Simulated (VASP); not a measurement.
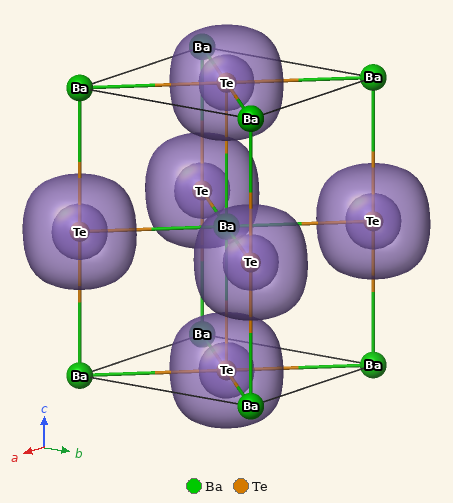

The picture shows: BaTe. Isosurface of the electron localisation function at 0.8 (purple), seen at an oblique angle. Only the valence region is drawn (cores and ρ < 0.01 e/Å³ removed). Sticks mark near contacts.

Space group Immm; changed on purpose from its base cell (strain -0.0200 x Voigt [0, 0, 0, 0, 1, 0], atoms carried along).

Method: Kohn-Sham DFT of a periodic cell, PBEsol, VASP PAW PBE potentials, recommended (VASP).

```cif
data_structure
_symmetry_space_group_name_H-M 'P 1'
_symmetry_Int_Tables_number 1
_cell_length_a 4.8602
_cell_length_b 4.9584
_cell_length_c 6.9428
_cell_angle_alpha 90.000
_cell_angle_beta 90.000
_cell_angle_gamma 90.000
_cell_volume 167.31
loop_
_atom_site_label
_atom_site_type_symbol
_atom_site_fract_x
_atom_site_fract_y
_atom_site_fract_z
_atom_site_occupancy
Ba1 Ba 0.00000 0.00000 0.00000 1
Ba2 Ba 0.50000 0.50000 0.50000 1
Te1 Te 0.50000 0.50000 0.00000 1
Te2 Te 0.00000 0.00000 0.50000 1
```

Q: Where are the electrons localised?

A: At this value the surface marks out two regions wrapped around Te (the valence shell of each), counted in one cell of 4 atoms. Any copies at cell faces, edges or corners count once.

Values along the shortest contacts:
Ba–Te (3.47 Å): the ELF is about 0.20 at the midpoint; no shared electron pair shows on this line.
